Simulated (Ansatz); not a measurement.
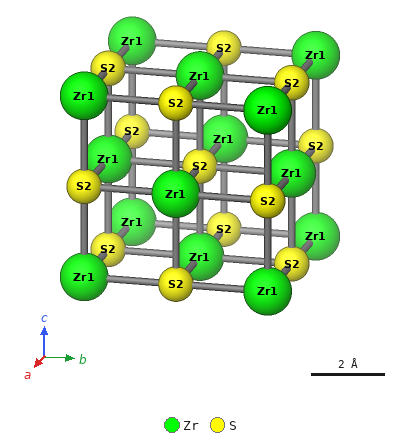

**Figure 1.** The structure (ball-and-stick view of the cell 4 times as large as that of the calculation, set on its symmetry axes, seen slightly off an axis; atoms are numbered from 1 in the order of the input). An atom can appear more than once, as a periodic image. Near neighbours in the periodic cell (some may lie outside the picture): Zr has 6 S at 2.62 Å; S has 6 Zr at 2.62 Å.

Single-point calculation of ZrS

- system: ZrS (Fm-3m, 2 atoms in the cell)
- method: DFT PBEsol, scalar-relativistic, plane waves, PAW, no spin polarisation (Ansatz 0.2.0)

The structure derives from an entry of the Crystallography Open Database. It belongs to a series of runs on one base structure; here: smearing: methfessel_paxton 0.1 eV. Figures and captions count atoms from 1; the log counts them from 0 in places.

## The input
```yaml
crystal:
  lattice:
    - [0.0, 2.625, 2.625]
    - [2.625, 0.0, 2.625]
    - [2.625, 2.625, 0.0]
  atoms:
    - { symbol: Zr, position: [0.0, 0.0, 0.0] }
    - { symbol: S, position: [0.5, 0.5, 0.5] }
basis:
  ecutwfc: 420
kpoints:
  mp_grid: { grid: [14, 14, 14] }
hamiltonian:
  xc: pbesol
scf:
  occupations: { method: methfessel_paxton, width: 0.1 }
output:
  forces: true
  stress: true
  eigenvalues: true
  write_density: true
  write_potential: true
  elf: true
  volumetric_format: npy
```

Machine: 1 thread of Intel Xeon @ 2.50GHz (Skylake/Cascade Lake), 192 GiB of memory available, shared host.

Launched with:
```bash
ansatz run input.yaml --threads 1 --pin off --max-ram 2560MiB --backend cpu --events-out ev --progress --plain --runs-dir out
```

## What the program printed
```
Engine: ansatz 0.2.0, x86_64-unknown-linux-gnu
Pseudopotentials: kind: paw
Pseudopotential: Zr, paw, valence charge 12, recommended cutoff 420 eV (normal), Zr.paw.azcp
Pseudopotential: S, paw, valence charge 6, recommended cutoff 420 eV (normal), S.paw.azcp
Functional definition: PBEsol
  exchange = pbesol_x
  correlation = pbesol_c
Crystal: 2 atoms, lattice volume = 36.176 Å³
Basis set: ecut = 420 eV, 725 PW (Γ), exchange–correlation on 50×50×50 points (8 copies of the dense FFT grid, shifted against one another)
Bands: 13, of which v1, the nominal top of the filled ones, is band 9 counted from 1 (8 counted from 0)
Symmetry: 48 space group operations
Space group: Fm-3m (ITA 225), of the structure as read, at distance tolerance 3.3e-5 Å
k-points: 104 of 2744
Non-local potential: Zr, projectors of the file, l = 0: 3, l = 1: 2, l = 2: 2, l = 3: 2
Non-local potential: S, projectors of the file, l = 0: 2, l = 1: 2, l = 2: 2
PAW form: soft (Blöchl's): semilocal exchange-correlation on the pseudo side does not see the compensation charge
PAW frozen core: Zr, regenerated for the run's functional, and the local potential with it (the file was generated under x = pbe(κ = 0.804, μ = 0.2195149727645171), c = pbe(β = 0.06672455060314922))
PAW frozen core: S, regenerated for the run's functional, and the local potential with it (the file was generated under x = pbe(κ = 0.804, μ = 0.2195149727645171), c = pbe(β = 0.06672455060314922))
PAW one-centre angular grid: Zr, 590 points (default); XC on 64 Gauss nodes
PAW one-centre angular grid: S, 110 points (default); XC on 64 Gauss nodes
Initial density: superposition of atomic densities (neutral atoms: chi_scale 0, normalization atom), corrected by the library's trained network
Initial wavefunctions: pseudopotential atomic-orbital guess
Functional: x = pbesol(κ = 0.804, μ = 0.12345679012345678), c = pbesol(β = 0.046)
SCF iter   1: F=—  HF=-5016.569480 eV  |F-HF|=—  |Δ(HF+E_count)|=         —  Δρ=3.85e-3  dr2=6.47e-3  ethr=1.77e-3  ⟨swp⟩=5.3  Hψ=16953  notcnv=0
automatic band count: the SCF goes on with 17 bands, as 13 were too few: the levels above may hold too much charge
preconditioner: auto → Kerker (q_TF=auto, 2.429 Å⁻¹)  [metal: Δε(μ)=0.003 eV  Ē_g=11.396 eV  σ=0.100 eV  W_gap=0.03  n_scr=14 (ndim 8)  ℏωp=19.5 eV  f_vac=0.000  D(μ)=1.68/eV (n_scr^D=14)]
SCF iter   2: F=—  HF=-5016.566477 eV  |F-HF|=—  |Δ(HF+E_count)|=   3.00e-3  S|Δr|=    0.00e0  Δρ=2.57e-3  dr2=2.84e-3  ethr=3.60e-5  ⟨swp⟩=1.4  Hψ=2706  notcnv=0
SCF iter   3: F=—  HF=-5016.565692 eV  |F-HF|=—  |Δ(HF+E_count)|=   7.86e-4  S|Δr|=    0.00e0  Δρ=6.40e-4  dr2=1.06e-4  ethr=1.58e-5  ⟨swp⟩=2.8  Hψ=2397  notcnv=0
SCF iter   4: F=—  HF=-5016.565662 eV  |F-HF|=—  |Δ(HF+E_count)|=   2.97e-5  S|Δr|=    0.00e0  Δρ=1.96e-4  dr2=8.90e-6  ethr=5.87e-7  ⟨swp⟩=2.7  Hψ=2356  notcnv=0
SCF iter   5: F=—  HF=-5016.565680 eV  |F-HF|=—  |Δ(HF+E_count)|=   1.77e-5  S|Δr|=    0.00e0  Δρ=3.39e-5  dr2=5.12e-7  ethr=4.94e-8  ⟨swp⟩=2.4  Hψ=2452  notcnv=0
SCF iter   6: F=-5016.565680 eV  HF=-5016.565680 eV  |F-HF|=8.52e-9  |Δ(HF+E_count)|=   3.92e-8  S|Δr|=    0.00e0  Δρ=6.62e-6  dr2=1.84e-8  ethr=5.56e-10  ⟨swp⟩=10.6  Hψ=9979  notcnv=0
SCF 1 converged in 6 iterations: F = -5016.565680 eV  dr2 = 1.84e-8
  greatest PAW one-centre occupation: 0.996 electrons in one spin orbital (limit 2), on the Zr atom at site 0 (counted from 0), in its partial waves of l = 0
SCF converged after 6 iterations
Stability not checked: this state was not tested for a lower state beside it, because cold or Methfessel-Paxton smearing, or corrected tetrahedra, fill the levels in a way that the test cannot read (fill_not_monotonic; see scf.lower_state_search)
Free energy (F): -5016.565680 eV
Harris-Foulkes:  -5016.565680 eV  (|F-HF|=8.52e-9)
Internal energy: -5016.564853 eV  (E = F + TS)
E sigma→0 (E₀):  -5016.565473 eV
Entropy (-TS):   -0.000827 eV (-0.413 meV/atom)
Fermi energy:    14.483913 eV
--- Per-component energies (eV) ---
  E_band       = -74.015843
  E_kinetic    = 443.633632
  E_local      = -699.913426  (includes V_loc(G=0)·N_el)
  E_nonlocal   = 109.508179
  E_hartree    = 219.846095
  E_xc         = -258.553213
  E_vxc        = -280.436957  (∫ρ·V_xc dr)
  E_paw        = -3484.334349  (= ΣΔE_a)
  E_vpaw       = -86.502648  (= ΣTr[D̂ρ^β])
  E_aug_tail   = 0.000025  (compensation charges beyond the density's cutoff)
  E_ewald      = -1346.979466
  E_core_change = 0.227670  (= ΣΔE_core)
  E_smearing   = -0.000827  (= −TS)
  E_closure    = -0.000000  (closes the sum)
  Σ components = -5016.565680   (vs F -5016.565680, Δ=0.00e0)
--- Forces (eV/Å), atoms counted from 1 ---
  atom   1  Zr    -0.00000000     0.00000000    -0.00000000
  atom   2  S      0.00000000    -0.00000000     0.00000000
  max |Σ_I F_I| component: 3.39e-30 eV/Å
--- Stress (GPa, compression-positive) ---
       -6.454203       0.000000       0.000000
        0.000000      -6.454203      -0.000000
       -0.000000       0.000000      -6.454203
  P = ⅓ Tr σ = -6.4542 GPa (-64.542 kbar)
--- Band table (eV; the first three rows and the last of 104) ---
  k-point 0: bands = ["-35.4152", "-13.4060", "-13.4060", "-13.4060", "-1.3371", "10.9761", "10.9761", "10.9761", "13.1118", "13.1118", "13.1118", "13.7828", "13.7828", "16.2702", "21.6023", "26.6222", "26.6222"]
  k-point 1: bands = ["-35.4139", "-13.4241", "-13.4076", "-13.4076", "-1.2718", "10.5703", "10.7108", "10.7108", "13.2308", "13.2308", "13.2688", "14.1291", "14.1291", "16.5747", "21.8204", "26.1809", "26.3741"]
  k-point 2: bands = ["-35.4103", "-13.4743", "-13.4119", "-13.4119", "-1.0844", "9.7063", "10.1713", "10.1713", "13.5184", "13.5184", "13.5291", "14.9724", "14.9724", "17.3449", "22.3380", "25.3328", "25.6265"]
  k-point 103: bands = ["-35.3807", "-13.6155", "-13.5789", "-13.5303", "-0.1932", "8.4370", "8.4597", "8.7124", "13.8835", "15.0956", "16.1629", "16.8509", "16.8611", "21.2709", "22.3021", "22.9460", "23.6115"]
```

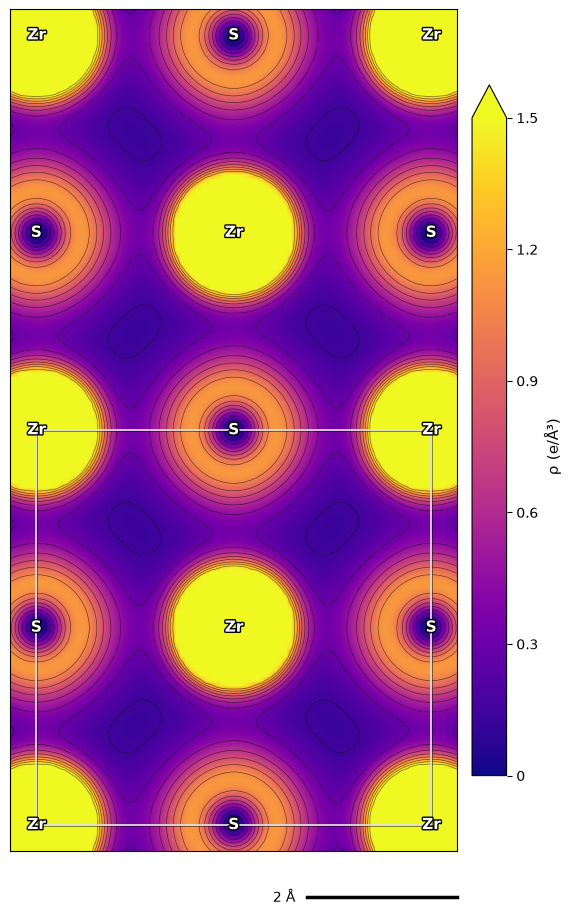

**Figure 2.** Valence electron density on the (100) plane of the conventional cell. Zr–S (2.62 Å): ρ is about 0.34 e/Å³ halfway. Away from the nuclei the density in this plane falls to 0.13 e/Å³ at its lowest. The fields are those of the smooth PAW valence density.

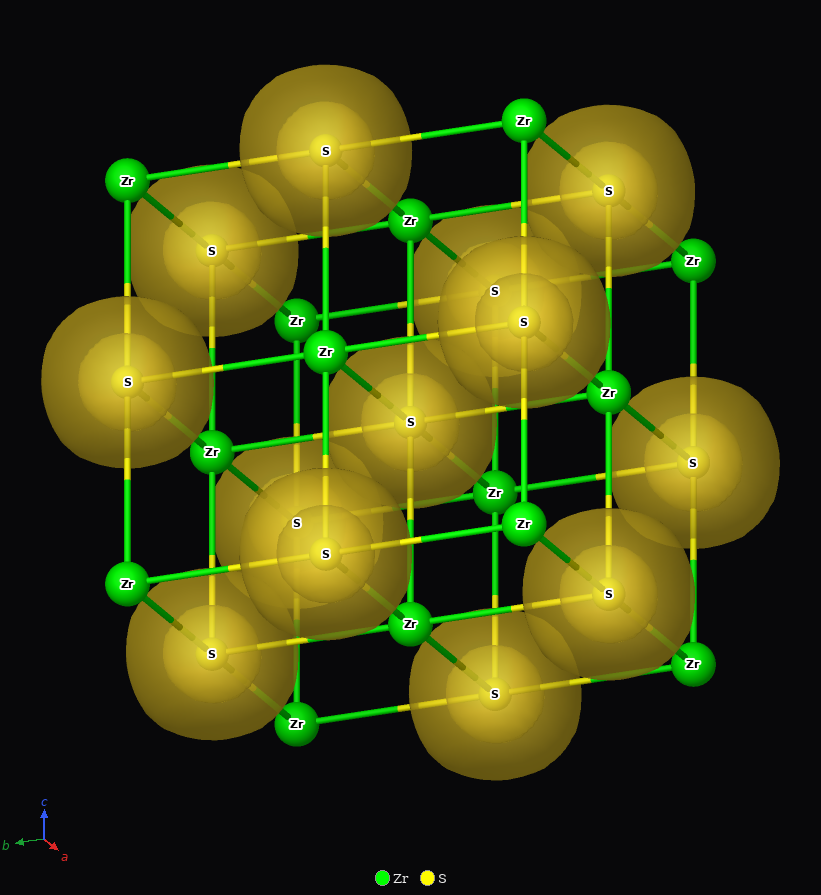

**Figure 3.** Isosurface of the ELF at 0.75 (yellow), seen at an oblique angle. Only the valence region is drawn (cores and ρ < 0.01 e/Å³ removed). Sticks mark near contacts. The outline is the cell set on symmetry axes. Along the contacts the grid gives the following. Zr–S (2.62 Å): the ELF is about 0.25 at the midpoint; a polar contact without a shared pair, in a metal.

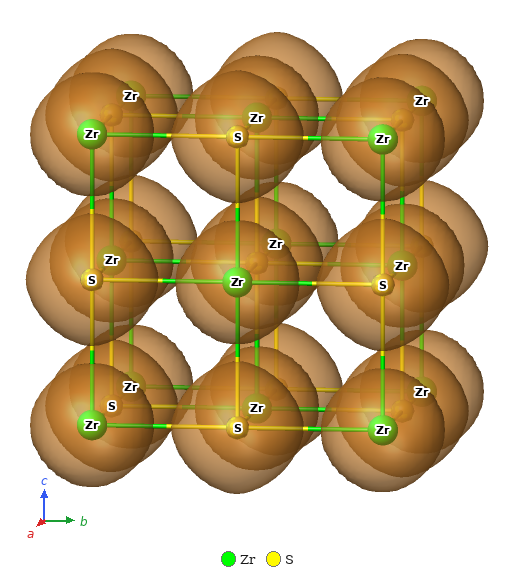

**Figure 4.** Isosurface of the valence electron density at 0.4 e/Å³ (orange), seen at an oblique angle. Sticks mark near contacts. The outline is the cell set on symmetry axes. At this value the density breaks into separate islands; it holds about 70 % of the electrons treated as valence (semicore included). It is pinched off along the Zr–S (2.62 Å) contacts. On the grid the lowest density along these lines, outside the cores, is 0.33 e/Å³ (Zr–S, 2.62 Å).

## Results in brief

```json
{"quantity": "outcome", "value": "converged"}
{"quantity": "space group (tolerance 0.01 Å)", "value": "Fm-3m (225)"}
{"quantity": "electrons treated", "value": "18"}
{"quantity": "free energy", "value": "−5016.5657 eV"}
{"quantity": "Fermi energy", "value": "14.484 eV"}
{"quantity": "gap on the k-point mesh", "value": "none (metallic)"}
{"quantity": "pressure", "value": "−6.45 GPa"}
{"quantity": "largest force (length of the vector)", "value": "under 0.001 eV/Å"}
{"quantity": "wall time", "value": "6.8 s"}
{"quantity": "peak memory", "value": "0.41 GiB"}
```

## Remarks

The cell is under a tension of 6.5 GPa at this level, so it is not at its equilibrium volume.
